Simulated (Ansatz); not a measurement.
Input

```
crystal:
  lattice:
    - [-4.2535896552, -4.2535896552, 4.2535896552]
    - [4.2535896552, 4.2535896552, 4.2535896552]
    - [-4.2535896552, 4.2535896552, -4.2535896552]
  atoms:
    - { symbol: Mg, position: [0.7486170401, 0.4999652018, 0.7492475542], spin: 0.167 }
    - { symbol: Mg, position: [0.0004126043, 0.5008572877, 0.50041784] }
    - { symbol: Mg, position: [0.7504058487, 0.750775451, 0.5003919653] }
    - { symbol: Mg, position: [0.2535052589, 0.5036753218, 0.2546457003], spin: 0.167 }
    - { symbol: Mg, position: [-0.0001560731, 0.7542464737, 0.252531747], spin: 0.167 }
    - { symbol: Mg, position: [0.7503337189, 0.0007559225, 0.2503664119] }
    - { symbol: Mg, position: [0.5003070784, 0.5007294849, 0.0003393725] }
    - { symbol: Mg, position: [0.254348741, 0.7566467096, 0.0013073303], spin: 0.167 }
    - { symbol: Mg, position: [0.0004266302, 0.0008620798, 0.000350817] }
    - { symbol: Mg, position: [0.7512532228, 0.2502806193, 0.0021214139], spin: 0.167 }
    - { symbol: Mg, position: [0.50044073, 0.7508131808, 0.7504193088] }
    - { symbol: Mg, position: [0.2504215005, 0.0007948441, 0.7503061623] }
    - { symbol: Mg, position: [-0.0019403694, 0.2471790337, 0.7457310399], spin: 0.167 }
    - { symbol: Mg, position: [0.500375655, 0.0008327472, 0.5004286778] }
    - { symbol: Mg, position: [0.2503587887, 0.2508066801, 0.5002723577] }
    - { symbol: Mg, position: [0.5004208285, 0.2508630891, 0.2504617842] }
    - { symbol: O, position: [0.2509840398, 0.5007154517, 0.7497029955] }
    - { symbol: O, position: [0.0003698663, 0.7513397081, 0.7497131223] }
    - { symbol: O, position: [0.5003739699, 0.5006841705, 0.5003446269] }
    - { symbol: O, position: [0.2509790537, 0.7513674267, 0.5015855916] }
    - { symbol: O, position: [0.0003600858, 0.0006929657, 0.5003206879] }
    - { symbol: O, position: [0.7497379162, 0.5007147615, 0.25096239] }
    - { symbol: O, position: [0.501618218, 0.751339053, 0.2509606987] }
    - { symbol: O, position: [0.2509939398, 0.0020093514, 0.2509760482] }
    - { symbol: O, position: [0.0003629259, 0.2500953869, 0.2509528583] }
    - { symbol: O, position: [0.749735283, 0.7513296827, 0.000330963] }
    - { symbol: O, position: [0.5004111564, 0.0007470184, 0.0003221465] }
    - { symbol: O, position: [0.2509740805, 0.2501242625, 0.0003198412] }
    - { symbol: O, position: [0.7497319788, -0.0005604637, 0.7497136608] }
    - { symbol: O, position: [0.499139693, 0.2500863919, 0.7497344065] }
    - { symbol: O, position: [0.7497216702, 0.2500915044, 0.499068957] }
  host:
    lattice:
      - [0.0, 2.1267948276, 2.1267948276]
      - [2.1267948276, 0.0, 2.1267948276]
      - [2.1267948276, 2.1267948276, 0.0]
    atoms:
      - { symbol: Mg, position: [0.0, 0.0, 0.0] }
      - { symbol: O, position: [0.5, 0.5, 0.5] }
total_charge: 1
basis:
  ecutwfc: 420
  xc_grid: 2
kpoints:
  mp_grid: { grid: [2, 2, 2], shift: [0.5, 0.5, 0.5] }
hamiltonian:
  xc: pbe
scf:
  occupations: { method: gaussian, width: 0.02 }
  lower_state_search: "off"
output:
  forces: true
  stress: false
  eigenvalues: true
  populations: true
  charged_corrections:
    defect_position: [0.0, 0.5, 0.0]
    epsilon: [[11.1919, 0.0, 0.0], [0.0, 11.1919, 0.0], [0.0, 0.0, 11.1919]]
  write_density: true
  write_potential: true
  elf: true
  volumetric_format: npy
magnetization:
  spin_polarized: true
relax:
  adjacent_minimum: "off"
  f_tol: 0.03
  max_steps: 40
```

Launched as:

```sh
ansatz run input.yaml --threads 8 --pin off --max-ram 16384MiB --backend cpu --events-out ev --progress --plain --runs-dir out
```

The fields are those of the relaxed geometry.

Spin-polarised.

Theory: Ansatz 0.2.0, DFT PBE, scalar-relativistic, plane waves, PAW.

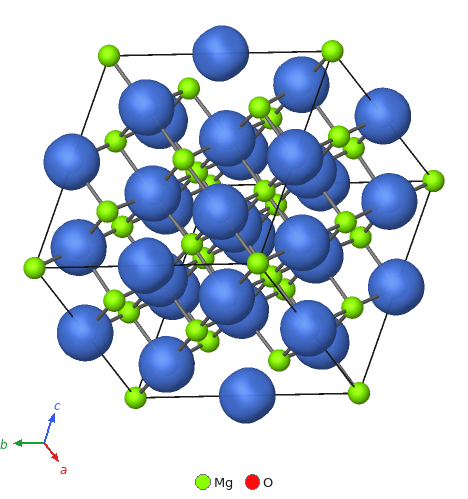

Mg16O15 (cell charge +1, with a compensating background) (cell with a defect). Isosurface of the ELF at 0.7 (blue), seen at an oblique angle. Only the valence region is drawn (cores and ρ < 0.01 e/Å³ removed). Sticks mark near contacts.

Core electrons are frozen (PAW), and the valence fields are smoothed inside the atomic spheres.

Question: Identify the bonds, lone pairs and shells in this picture.

Answer: At this value the surface marks out 15 regions wrapped around O (the valence shell of each) and one pocket between the atoms, centred on no nucleus (multi-centre or interstitial), counted in one cell of 31 atoms. Regions shared between cells count once. Along the contacts the grid gives the following. Mg–O (2.04 Å): the ELF peaks at about 0.85 in the valence shell of O, 0.6 Å from its nucleus, and is about 0.35 at the midpoint: a closed-shell, largely ionic contact. Mg–O (2.11 Å): the ELF peaks at about 0.85 in the valence shell of O, 0.6 Å from its nucleus, and is about 0.30 at the midpoint; a closed-shell, largely ionic contact.
